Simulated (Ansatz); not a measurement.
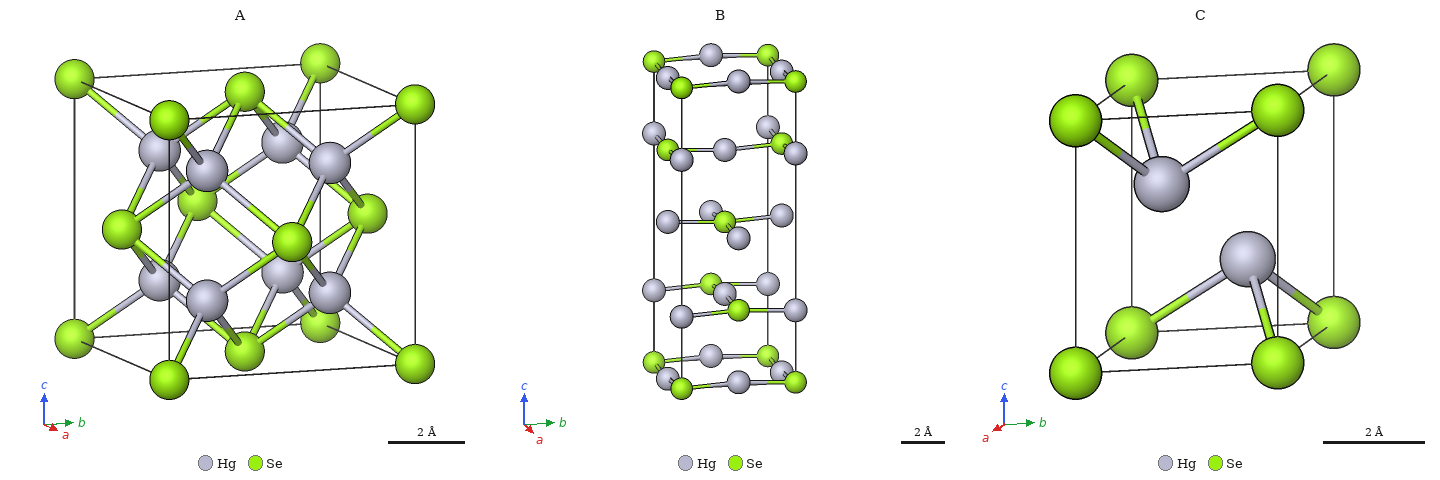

Three structures of Hg$_{2}$Se, each relaxed to rest (conventional cells in solid outline, small ones repeated, each panel with its own scale). Method: DFT PBE, scalar-relativistic, plane waves, PAW (Ansatz), without spin polarisation.

**What are the structures shown?**

A: antifluorite, Fm-3m; B: 12 atoms a cell on a body-centred tetragonal lattice, I4_1/amd; C: 3 atoms a cell on a primitive hexagonal lattice, P-3m1.

**Which of these is lowest in energy, and how far above it do the others lie?**

C, then B (+75 meV/atom) and A (+124 meV/atom), energies at zero smearing.

**Collect the results in a table.**

| panel | structure | E − E(lowest) (meV/atom) | volume (Å³/atom) | gap (eV) |
| --- | --- | --- | --- | --- |
| C | P-3m1 | 0 | 25.5 | metal |
| B | I4_1/amd | 75 | 37.1 | metal |
| A | Fm-3m | 124 | 28.3 | metal |

Some of these may be structure types tried for this composition rather than known phases, and the most stable form need not be among them. Gaps are taken on the k-mesh or band path of each run.
